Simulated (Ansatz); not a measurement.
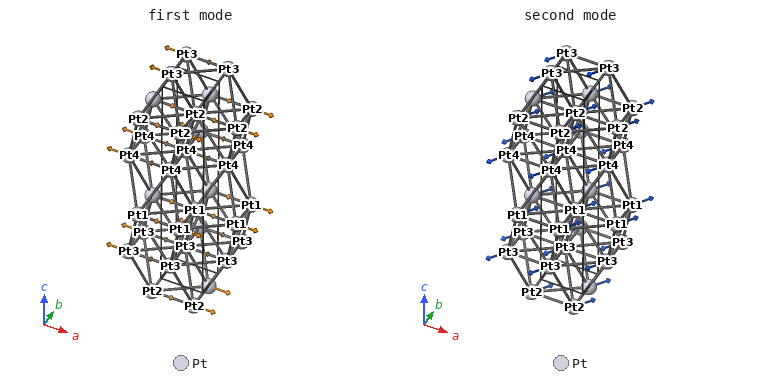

The system is Pt (P6_3/mmc, No. 194; 4 atoms in the cell); the picture shows the reference structure; its two panels give the patterns of the first and the second mode as arrows. 
- The energy is mapped over two normal modes frozen in (zone-centre modes of the 4-atom cell of this scan, which folds in the wave vector (0, 0, 1/2) of the primitive cell).
- Coordinates scanned: (1) amplitude of mode 1 (22i cm⁻¹), largest displacement; (2) amplitude of mode 2 (22i cm⁻¹), largest displacement.
- Nothing is relaxed (the cell and all other modes fixed).
- Grid: 7 × 7 points; 28 points were computed and 21 follow by symmetry.
- Points are written as (first, second).
- All energies are given in meV per cell relative to the relaxed high-symmetry cell.
- These are results of DFT PBE, scalar-relativistic, plane waves, PAW (Ansatz 0.2.0), not measurements. Settings: cutoff 420 eV, k-mesh 18×18×6 in the order of the run's cell vectors, gaussian smearing 0.15 eV, no spin polarisation.

Its coordinates:

```yaml
crystal:
  lattice:
    - [2.75853, 0.00000, 0.00000]
    - [-1.37926, 2.38896, 0.00000]
    - [0.00000, 0.00000, 9.56134]
  atoms:
    - { symbol: Pt, position: [0.66667, 0.33333, 0.37500] }
    - { symbol: Pt, position: [0.66667, 0.33333, 0.87500] }
    - { symbol: Pt, position: [0.33333, 0.66667, 0.12500] }
    - { symbol: Pt, position: [0.33333, 0.66667, 0.62500] }
```

Range: amplitude of mode 1 (22i cm⁻¹), largest displacement from −0.187 to 0.187 Å; amplitude of mode 2 (22i cm⁻¹), largest displacement from −0.187 to 0.187 Å.

Question: Predict the map.

Answer: The lowest grid point is at (−0.187 Å, −0.125 Å), −100 meV from the relaxed high-symmetry cell. It lies at the edge of the scanned range, so the true minimum may lie outside. The energy also falls towards the edge at (0.000 Å, 0.187 Å) (26 meV above the lowest), where a further well may lie outside the range. Relaxing all atoms from the lowest point lowers the energy by a further 80 meV. The highest grid point, (−0.187 Å, 0.187 Å), lies 249 meV above the lowest. The reference (P6_3/mmc) is not the lowest structure on this map: a distortion lowers the energy (space group P2_1/m at the lowest grid point).

```
second ↓, first →  −0.187  −0.125  −0.062  0.000  0.062  0.125  0.187
            0.187     149      37     −43    −74    −43     37    149
            0.125     122      43     −11    −32    −11     43    122
            0.062      71      28       2     −6      2     28     71
            0.000       2      −6      −3      0     −3     −6      2
           −0.062     −66     −40     −12      1    −12    −40    −66
           −0.125    −100     −46       1     19      1    −46   −100
           −0.187     −80      −7      51     72     51     −7    −80
```

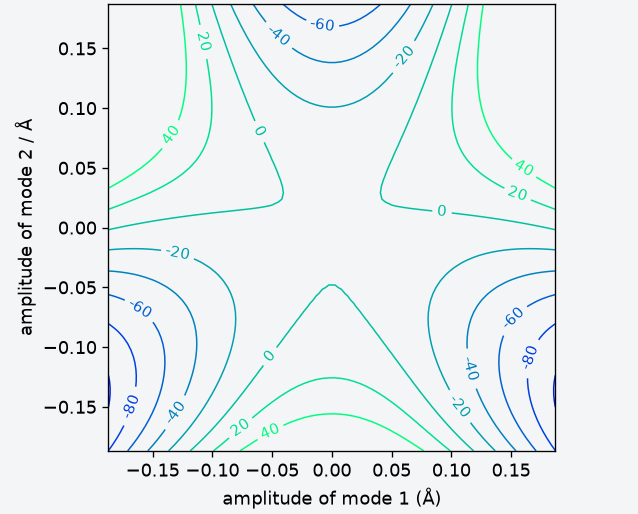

The picture shows contour lines labelled in meV (none above 40). Between grid points the surface is interpolated.

Each point was launched as `ansatz run input.yaml --threads 4 --pin off --max-ram 8192MiB --backend cpu --events-out ev --progress --plain --runs-dir out`. Time for the 28 points that were run: 16 min on 4 threads of Arm Neoverse N1 (shared host).

PAW datasets: the set soft_1.
